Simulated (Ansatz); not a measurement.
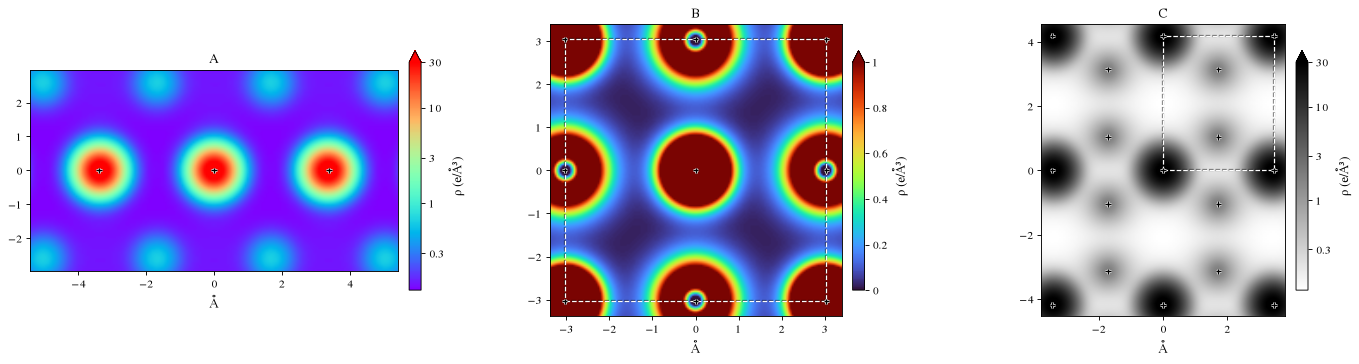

The valence charge density (pseudo) of 3 systems, each on a plane through atoms (crosses mark nuclei in the plane).

Computed with DFT LDA, scalar-relativistic, plane waves, PAW in Ansatz.

System 1: HfH2, the (100) plane of the conventional cell. Space group I4/mmm.

```
Hf H
1.0
     3.44261    0.00000    0.00000
     0.00000    3.44261    0.00000
     0.00000    0.00000    4.19314
Hf H
2 4
Direct
  0.00000 0.00000 0.00000
  0.50000 0.50000 0.50000
  0.00000 0.50000 0.25000
  0.50000 0.00000 0.75000
  0.50000 0.00000 0.25000
  0.00000 0.50000 0.75000
```

System 2: Lu, the (010) plane of the conventional cell. Space group P6₃/mmc.

```
Lu
1.0
     3.38310    0.00000    0.00000
    -1.69155    2.92985    0.00000
     0.00000    0.00000    5.23991
Lu
2
Direct
  0.33333 0.66667 0.25000
  0.66667 0.33333 0.75000
```

System 3: KCl, the (010) plane of the conventional cell. Space group Fm-3m.

> Match each panel to its system.

Panel A is system 2, Lu: the plane holds Lu. Lu–Lu (3.38 Å): ρ is about 0.13 e/Å³ halfway. Panel B is system 3, KCl: the plane holds K and Cl. K–Cl (3.04 Å): the density is about 0.11 e/Å³ at the midpoint. Panel C is system 1, HfH2: the plane holds Hf and H. Hf–H (2.02 Å): the density is about 0.7 e/Å³ at the midpoint.
